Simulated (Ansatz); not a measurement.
# SiC$_{2}$: what the fields show

```yaml
crystal:
  lattice:
    - [2.94524, 0.00000, 0.00000]
    - [0.00000, 2.94524, 0.00000]
    - [0.00000, 0.00000, 12.53880]
  atoms:
    - { symbol: Si, position: [0.00000, 0.00000, 0.00000] }
    - { symbol: Si, position: [0.50000, 0.50000, 0.50000] }
    - { symbol: Si, position: [0.00000, 0.50000, 0.25000] }
    - { symbol: Si, position: [0.50000, 0.00000, 0.75000] }
    - { symbol: C, position: [0.50000, 0.50000, 0.15968] }
    - { symbol: C, position: [0.00000, 0.00000, 0.65968] }
    - { symbol: C, position: [0.00000, 0.00000, 0.34032] }
    - { symbol: C, position: [0.50000, 0.50000, 0.84032] }
    - { symbol: C, position: [0.50000, 0.00000, 0.40968] }
    - { symbol: C, position: [0.00000, 0.50000, 0.90968] }
    - { symbol: C, position: [0.50000, 0.00000, 0.09032] }
    - { symbol: C, position: [0.00000, 0.50000, 0.59032] }
```

Space group I4₁/amd; a structure generated by program, which may or may not match a known phase.

The calculation used Ansatz, DFT PBE, scalar-relativistic, plane waves, PAW.

Core electrons are frozen (PAW), and the valence fields are smoothed inside the atomic spheres.

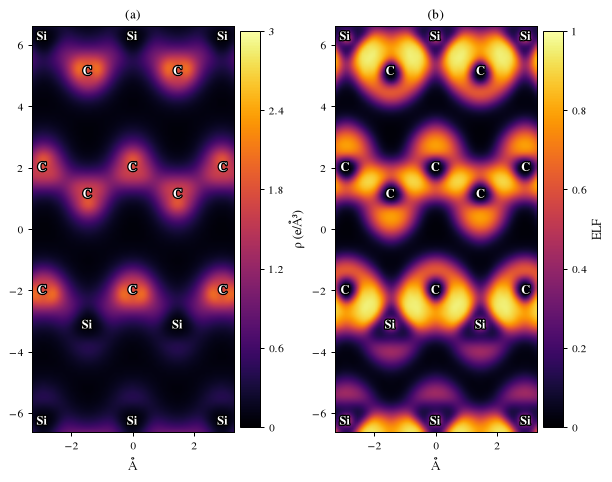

Figure 1. (a) valence pseudo-density; (b) electron localisation function on the (100) plane of the conventional cell.

**Interpret the plot.**

The plane passes through Si and C nuclei.
C–C (1.71 Å): ρ is about 1.1 e/Å³ halfway; the ELF peaks at about 0.90 between the atoms (a shared electron pair).
Si–C (1.86 Å): ρ at the midpoint is about 0.98 e/Å³; the ELF peaks at about 0.95 between the atoms (localised, covalent bonding).
Between the atoms the lowest density in this plane is 0.05 e/Å³.

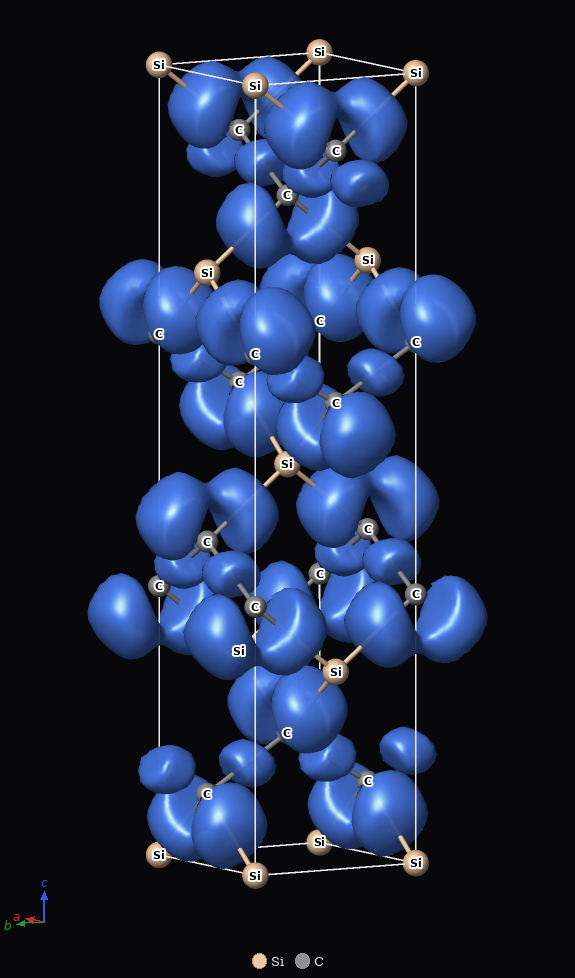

Figure 2. Isosurface of the ELF at 0.75 (blue), seen at an oblique angle. Core shells and regions of very low density are left out. Sticks mark near contacts.

**Where are the electrons localised?**

The ELF exceeds this value in eight regions between bonded C–C atoms (shared pairs) and eight regions on C in which the atom's valence shell and bonds are merged, counted in one cell of 12 atoms. Any copies at cell faces, edges or corners count once.

**Metal or insulator at this level of theory?**

It is gapped, with a Kohn–Sham gap of 0.89 eV on the k-point mesh (the band edges may lie off the mesh, which would make the gap smaller).
